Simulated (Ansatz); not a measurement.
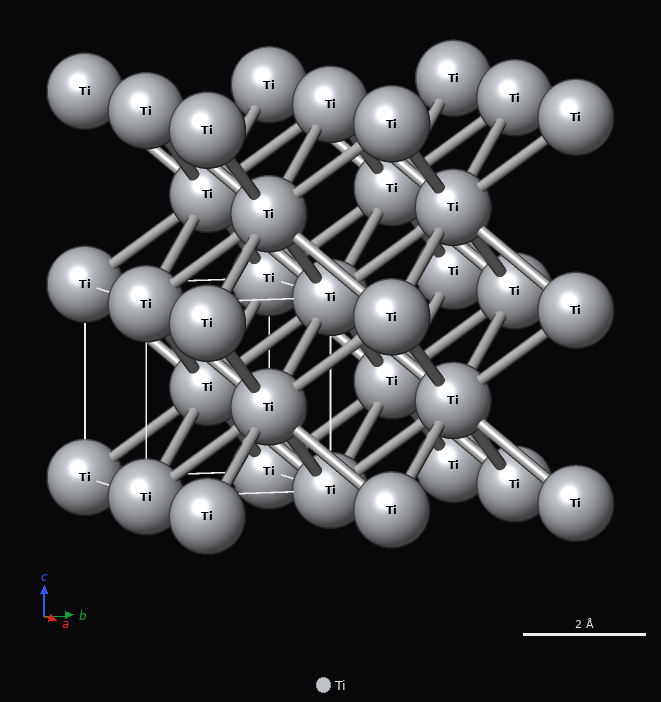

*The structure as given in the input (ball-and-stick view of the cell of the calculation, repeated 2 × 2 × 2, seen slightly off an axis). An atom can appear more than once, as a periodic image.*

Near neighbours in the periodic cell (some may lie outside the picture): Ti has 8 Ti at 2.76 Å.

# Run report: Ti, single-point calculation

The run: single-point calculation of Ti (2 atoms in the cell). Method and program: DFT r2SCAN, scalar-relativistic, plane waves, PAW, no spin polarisation (Ansatz 0.2.0).

The structure derives from an entry of the Crystallography Open Database. It belongs to a series of runs on one base structure; here: equal strain along all axes, cell held, atoms relaxed: -2.0 %.

Log:
```
Engine: ansatz 0.2.0, aarch64-unknown-linux-gnu
Pseudopotentials: kind: paw
Pseudopotential: Ti, paw, valence charge 12, recommended cutoff 500 eV (meta_gga), Ti.paw.azcp
Functional definition: r2SCAN
  parameter k0 = 0.174
  parameter k1 = 0.065
  parameter a1 = 4.9479
  exchange = r2scan_x(k0 = k0, k1 = k1, a1 = a1)
  correlation = r2scan_c
Crystal: 2 atoms, lattice volume = 32.363 Å³
Basis set: ecut = 500 eV, 799 PW (Γ), exchange–correlation on 96×96×96 points (64 copies of the dense FFT grid, shifted against one another)
Bands: 16, of which v1, the nominal top of the filled ones, is band 12 counted from 1 (11 counted from 0)
Symmetry: 96 space group operations
Space group: Im-3m (ITA 229), of the structure as read, at distance tolerance 3.2e-5 Å
k-points: 165 of 4096
Non-local potential: Ti, projectors of the file, l = 0: 3, l = 1: 2, l = 2: 3, l = 3: 1
PAW form: soft (Blöchl's): semilocal exchange-correlation on the pseudo side does not see the compensation charge
PAW frozen core: Ti, regenerated for the run's functional (the file was generated under x = pbe(κ = 0.804, μ = 0.2195149727645171), c = pbe(β = 0.06672455060314922))
PAW one-centre angular grid: Ti, 590 points (default); XC on 160 Gauss nodes
Initial density: superposition of atomic densities (neutral atoms: chi_scale 0, normalization atom), corrected by the library's trained network
Initial wavefunctions: pseudopotential atomic-orbital guess
Functional: x = r2scan, c = r2scan; τ floored in thin density (d = 2e-4 eV/Å³)
SCF iter   1: F=—  HF=-5008.372479 eV  |F-HF|=—  |Δ(HF+E_count)|=         —  Δρ=1.39e-2  dr2=5.02e-2  dr2_τ=1.81e-2  ethr=1.77e-3  ⟨swp⟩=3.6  Hψ=11330  notcnv=0
preconditioner: auto → none  [metal: Δε(μ)=0.011 eV  Ē_g=3.360 eV  σ=0.100 eV  W_gap=0.06  n_scr=6 (ndim 8)  ℏωp=18.5 eV  f_vac=0.000  D(μ)=3.82/eV (n_scr^D=56)  sad-step TF]
SCF iter   2: F=—  HF=-5008.432029 eV  |F-HF|=—  |Δ(HF+E_count)|=   5.96e-2  Δρ=4.91e-3  dr2=6.14e-3  dr2_τ=5.52e-4  ethr=2.09e-4  ⟨swp⟩=2.1  Hψ=5933  notcnv=0  defer=36
SCF iter   3: F=—  HF=-5008.432609 eV  |F-HF|=—  |Δ(HF+E_count)|=   5.80e-4  Δρ=1.31e-3  dr2=2.20e-4  dr2_τ=7.76e-5  ethr=2.56e-5  ⟨swp⟩=2.7  Hψ=4897  notcnv=0  defer=36
SCF iter   4: F=—  HF=-5008.432967 eV  |F-HF|=—  |Δ(HF+E_count)|=   3.57e-4  Δρ=4.61e-4  dr2=3.17e-5  dr2_τ=3.24e-6  ethr=9.15e-7  ⟨swp⟩=2.0  Hψ=4041  notcnv=0  defer=36
SCF iter   5: F=—  HF=-5008.433009 eV  |F-HF|=—  |Δ(HF+E_count)|=   4.27e-5  Δρ=4.79e-5  dr2=4.74e-7  dr2_τ=1.44e-8  ethr=1.32e-7  ⟨swp⟩=2.2  Hψ=4331  notcnv=0  defer=36
SCF iter   6: F=-5008.433010 eV  HF=-5008.433010 eV  |F-HF|=6.79e-9  |Δ(HF+E_count)|=   2.75e-7  Δρ=9.92e-6  dr2=2.65e-8  dr2_τ=5.38e-10  ethr=4.17e-10  ⟨swp⟩=8.1  Hψ=15977  notcnv=0
SCF 1 converged in 6 iterations: F = -5008.433010 eV  dr2 = 2.65e-8
  greatest PAW one-centre occupation: 1.000 electrons in one spin orbital (limit 2), on the Ti atom at site 1 (counted from 0), in its partial waves of l = 1
```

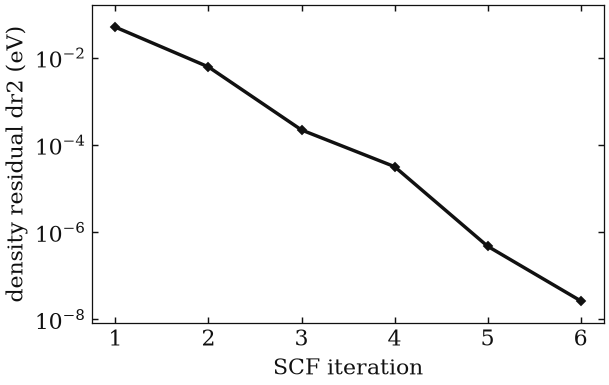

*Convergence of the self-consistent field: density residual dr2 against the SCF iteration.*

The residual falls at every step.

```
SCF converged after 6 iterations
Free energy (F): -5008.433010 eV
Harris-Foulkes:  -5008.433010 eV  (|F-HF|=6.79e-9)
Internal energy: -5008.413866 eV  (E = F + TS)
E sigma→0 (E₀):  -5008.423438 eV
Entropy (-TS):   -0.019144 eV (-9.572 meV/atom)
Fermi energy:    14.274157 eV
--- Per-component energies (eV) ---
  E_band       = -310.666691
  E_kinetic    = 549.187159
  E_local      = -1542.262178  (includes V_loc(G=0)·N_el)
  E_nonlocal   = 15.646328
  E_hartree    = 638.652321
  E_xc         = -186.701545
  E_vxc        = -267.043034  (∫ρ·V_xc dr)
  E_paw        = -2114.462051  (= ΣΔE_a)
  E_vpaw       = -361.925775  (= ΣTr[D̂ρ^β])
  E_aug_tail   = 0.000175  (compensation charges beyond the density's cutoff)
  E_vtau       = 18.419588  (kinetic-family band-sum trace: ∫τ·v_τ [+ j·A + Jᵃ·Aᵃ] dr)
  E_ewald      = -2367.967161
  E_core_change = -0.506914  (= ΣΔE_core)
  E_smearing   = -0.019144  (= −TS)
  E_closure    = -0.000000  (closes the sum)
  Σ components = -5008.433010   (vs F -5008.433010, Δ=0.00e0)
--- Forces (eV/Å), atoms counted from 1 ---
  atom   1  Ti     0.00000000     0.00000000    -0.00000000
  atom   2  Ti     0.00000000    -0.00000000     0.00000000
  max |Σ_I F_I| component: 3.99e-29 eV/Å
--- Stress (GPa, compression-positive) ---
        7.413164      -0.000000       0.000000
        0.000000       7.413164       0.000000
        0.000000       0.000000       7.413164
  P = ⅓ Tr σ = 7.4132 GPa (74.132 kbar)
--- Band table (eV; the first three rows and the last of 165) ---
  k-point 0: bands = ["-44.5007", "-44.1958", "-19.7876", "-19.7876", "-19.7876", "-19.2045", "-19.2045", "-19.2045", "7.7747", "11.7416", "11.7416", "15.4823", "15.4823", "15.4823", "17.4229", "17.4229"]
  k-point 1: bands = ["-44.4973", "-44.1982", "-19.7885", "-19.7816", "-19.7816", "-19.2171", "-19.2098", "-19.2098", "7.8497", "11.7817", "11.7843", "15.4729", "15.4729", "15.5097", "17.3521", "17.4486"]
  k-point 2: bands = ["-44.4872", "-44.2053", "-19.7906", "-19.7640", "-19.7640", "-19.2533", "-19.2253", "-19.2253", "8.0717", "11.8922", "11.9119", "15.4492", "15.4492", "15.5916", "17.1450", "17.5232"]
  k-point 164: bands = ["-44.3040", "-44.3040", "-19.6368", "-19.6368", "-19.6368", "-19.6368", "-19.6368", "-19.6368", "13.5808", "13.5808", "13.5808", "13.5808", "13.5808", "13.5808", "17.9060", "17.9060"]
```

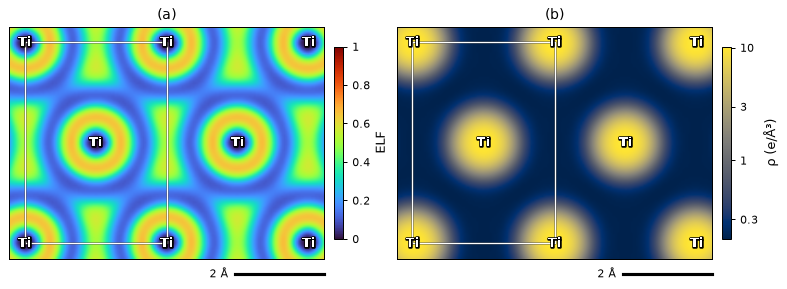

*(a) ELF; (b) valence pseudo-density on the (110) plane of the conventional cell.*

Atoms in the plane: Ti. Ti–Ti (2.76 Å): ρ is about 0.2 e/Å³ halfway; the ELF is about 0.15 at the midpoint; no localised pair between them. Away from the nuclei the density in this plane falls to 0.2 e/Å³ at its lowest. The ELF has a maximum of about 0.55 in the space between the atoms. The strong features right at Ti lie inside the PAW spheres (semicore, d or f shells) and say nothing about bonding. The fields are those of the smooth PAW valence density.

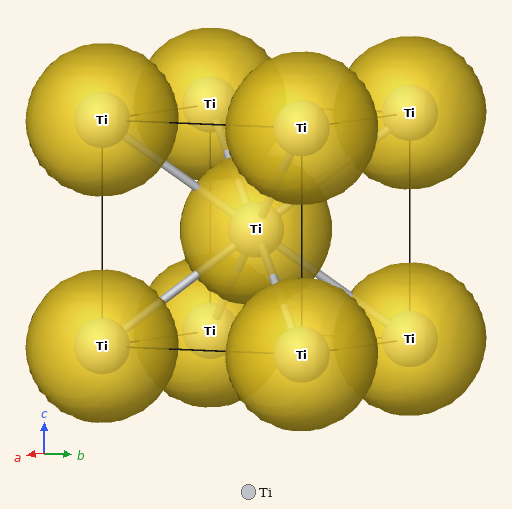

*Isosurface of the valence charge density (pseudo) at 0.3 e/Å³ (yellow), seen at an oblique angle. Sticks mark near contacts. The outline is the cell set on symmetry axes.*

At this value the density breaks into separate islands; it holds about 80 % of the electrons treated as valence (semicore included). It is pinched off along the Ti–Ti (2.76 Å) contacts. On the grid the lowest density along these lines, outside the cores, is 0.2 e/Å³ (Ti–Ti, 2.76 Å).

This output came from the following input.

The input:
```yaml
crystal:
  lattice:
    - [3.186753946, 0.0, 0.0]
    - [0.0, 3.186753946, 0.0]
    - [0.0, 0.0, 3.186753946]
  atoms:
    - { symbol: Ti, position: [0.0, 0.0, 0.0] }
    - { symbol: Ti, position: [0.5, 0.5, 0.5] }
basis:
  ecutwfc: 500
kpoints:
  mp_grid: { grid: [16, 16, 16] }
hamiltonian:
  xc: r2scan
scf:
  occupations: { method: gaussian, width: 0.1 }
output:
  forces: true
  stress: true
  eigenvalues: true
  write_density: true
  write_potential: true
  elf: true
  volumetric_format: npy
```

Command:
```bash
ansatz run input.yaml --threads 1 --pin off --max-ram 2560MiB --backend cpu --events-out ev --progress --plain --runs-dir out
```

Summary:

| quantity | value |
| --- | --- |
| outcome | converged |
| space group (tolerance 0.01 Å) | Im-3m (229) |
| electrons treated | 24 |
| free energy | −5008.4330 eV |
| Fermi energy | 14.274 eV |
| gap on the k-point mesh | none (metallic) |
| pressure | 7.41 GPa |
| largest force (length of the vector) | under 0.001 eV/Å |
| hardware | 1 thread of Arm Neoverse V2, 24 GiB of memory available, shared host |
| wall time | 10 s |
| peak memory | 0.39 GiB |

Remarks:

The cell is under a pressure of 7.4 GPa at this level, so it is not at its equilibrium volume.
